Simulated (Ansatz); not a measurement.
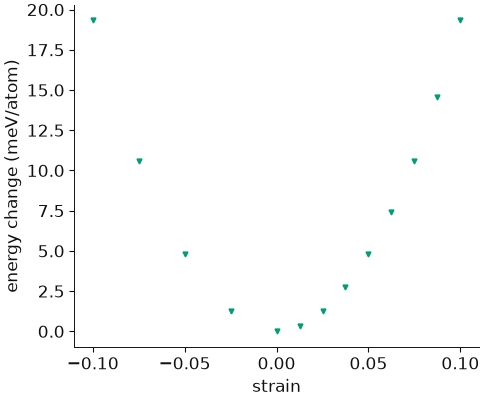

The picture above shows the energy change against strain for Al, space group Fm-3m (No. 225).

Starting cell:
```xyz
1
Lattice="0.0000 2.0240 2.0240 2.0240 0.0000 2.0240 2.0240 2.0240 0.0000" Properties=species:S:1:pos:R:3 pbc="T T T"
Al    0.0000    0.0000    0.0000
```

Method: homogeneous strain of a crystal along one Voigt pattern with engineering shear, fractional coordinates fixed, by plane-wave density functional theory with PAW datasets, free energies less that of the undisturbed cell; scalar-relativistic (Ansatz 0.2.0). Level: r2SCAN, no spin polarisation.

wave cutoff 500 eV; k mesh 20×20×20; occupations Gaussian; smearing width 0.15 eV; k shift (0, 0, 0) (mesh steps); start as given; strain pattern (0, 0, 0, 0, 0, 1) (xx yy zz yz xz xy with engineering shear).

The points at strain −0.075, −0.025, 0.05 and 0.1 follow from computed ones by symmetry.

### Is the given structure stable along this path?

Yes: the energy rises on both sides of the starting structure, which is therefore a minimum along this path.

### Which elastic constant follows from the slope of the stress, and how large is it?

The slope of stress against strain at the start, which at zero pressure is the clamped-ion constant C66, is 36.2 GPa.

### What does the calculation give for the second derivative of tensile stress?

−20 GPa.

### What does the calculation give for the tensile stress at start?

0 GPa.

Keep in mind: reference crystal is not relaxed.
